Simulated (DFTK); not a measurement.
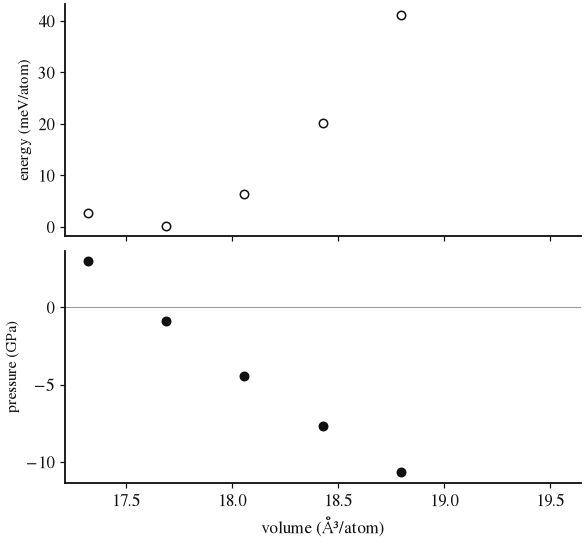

The picture above shows the energy and pressure against volume for Nb, space group Im-3m (No. 229).

Cell as given: a = 2.882 Å, b = 2.882 Å, c = 2.882 Å, α = 109.47°, β = 109.47°, γ = 109.47°; 1 atom.

Calculation (DFTK 0.8.2): plane-wave DFT, no spin polarisation; energies at scaled volumes of the given cell, shape and fractions fixed, counted from the fit's minimum, third-order Birch-Murnaghan fit. Level: PBEsol.

k mesh 11×11×11; occupations Fermi–Dirac; smearing width 0.05 eV; potentials dojo.nc.sr.pbesol.v0_4_1.standard; wave cutoff 1116 eV.

The points at volume 19.17 Å³/atom and 19.53 Å³/atom are left out of the plot. What values does the calculation give there?

```
volume (Å³/atom)  energy (meV/atom)  pressure (GPa)
           19.17                 69          -13.38
           19.53                102          -15.82
```
